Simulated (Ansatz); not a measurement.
Structure of Mo:

```
Mo
1.0
     5.10688    0.00000    0.00000
     0.00000    5.10688    0.00000
     0.00000    0.00000    5.10688
Mo
8
Direct
  0.00000 0.00000 0.00000
  0.50000 0.50000 0.50000
  0.25000 0.00000 0.50000
  0.75000 0.00000 0.50000
  0.50000 0.25000 0.00000
  0.50000 0.75000 0.00000
  0.00000 0.50000 0.25000
  0.00000 0.50000 0.75000
```

It is based on the input geometry of an electronic-structure calculation (not necessarily at equilibrium); the starting structure was generated, so it need not be a known form of this composition.

Q: Predict radii and indices of the first 4 visible rings (3 % of the strongest or more) for λ = 0.4133 Å and a flat detector at 250 mm.

A:
```csv
ring,radius,2θ (°),d (Å),hkl
1,40.9 mm,9.28,2.55,200
2,45.8 mm,10.38,2.28,210
3,50.3 mm,11.38,2.08,211
4,72.2 mm,16.12,1.474,222
```

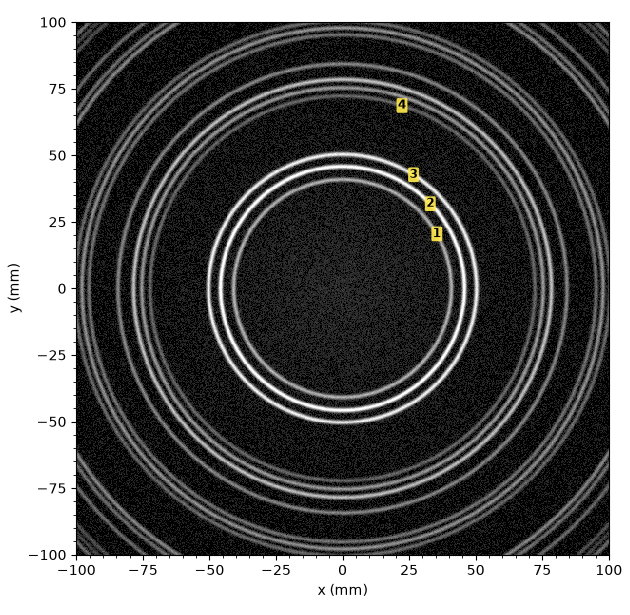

Simulated X-ray powder rings on a flat area detector normal to the beam: λ = 0.4133 Å, sample-to-detector distance 250 mm, axes in mm from the beam centre, for a fine-grained powder without texture. Kinematic intensities with B = 0.3 Å² for all atoms, without absorption; brightness goes as intensity to the power 0.4, clipped at the top, with counting noise. Reflections closer than the ring width show as one ring. The numbers mark the rings of the table.
